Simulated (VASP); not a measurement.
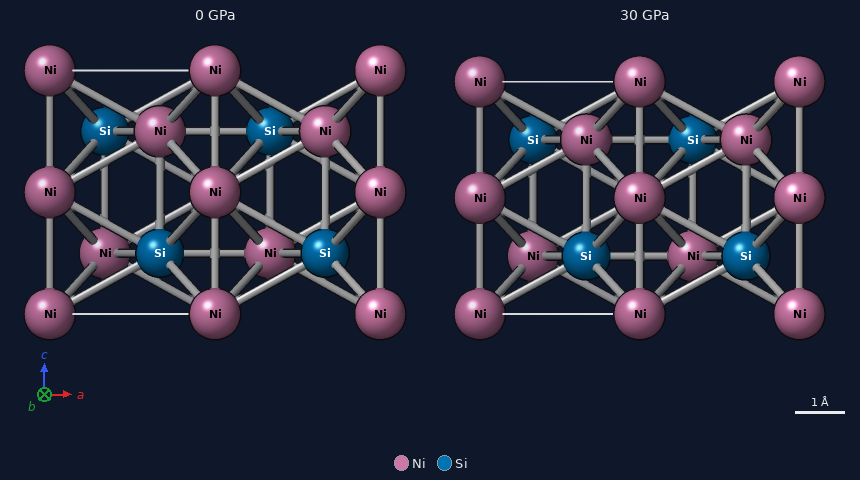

A crystal of SiNi₂ (set up in P6_3/mmc), relaxed (cell and atoms) at several target pressures. The picture shows the first and the last member. Style: ball-and-stick. Shown: the cell of the calculation, repeated 2 × 1 × 1 with one cell outlined, along the b axis.

Computed with VASP 6.6.1: PBE, VASP PAW PBE potentials, recommended. (plane-wave cutoff 600 eV; k-point mesh 6 × 6 × 5; occupations fermi-dirac; smearing width 0.05 eV; collinear spin)

```
pressure (GPa)  volume (Å³/atom)  a (Å)  c (Å)
             0            11.016  3.911  4.990
             2            10.910  3.899  4.971
             5            10.770  3.887  4.939
            10            10.535  3.861  4.895
            20                 ?      ?      ?
            30             9.827  3.781  4.763
```

One row is withheld. What does the calculation give there?

Answer. Murnaghan's form V = V₀(1 + B′P/B₀)^(−1/B′), with V₀ = 11.016 Å³ from the row at zero pressure, fits the other rows with B₀ = 206 GPa and B′ = 4.09 (largest miss 0.006 Å³). At 20 GPa it gives 11.016 × (1 + 4.09 × 20/206)^(−1/4.09) = 10.151 Å³ per atom. The calculation gives 10.150 Å³/atom (a = 3.819 Å, c = 4.823 Å). The estimate is 0.001 Å³/atom too high. From the first member to the last: Ni–Si 2.495 → 2.381 Å, Ni–Ni 2.495 → 2.381 Å, Ni–Ni 2.580 → 2.487 Å.

The whole series:

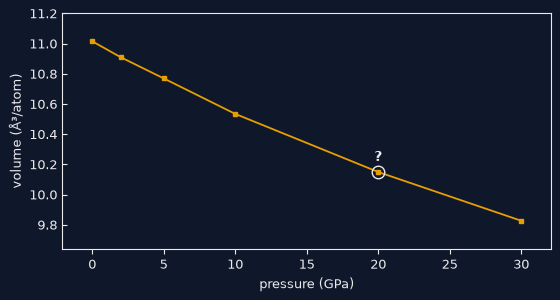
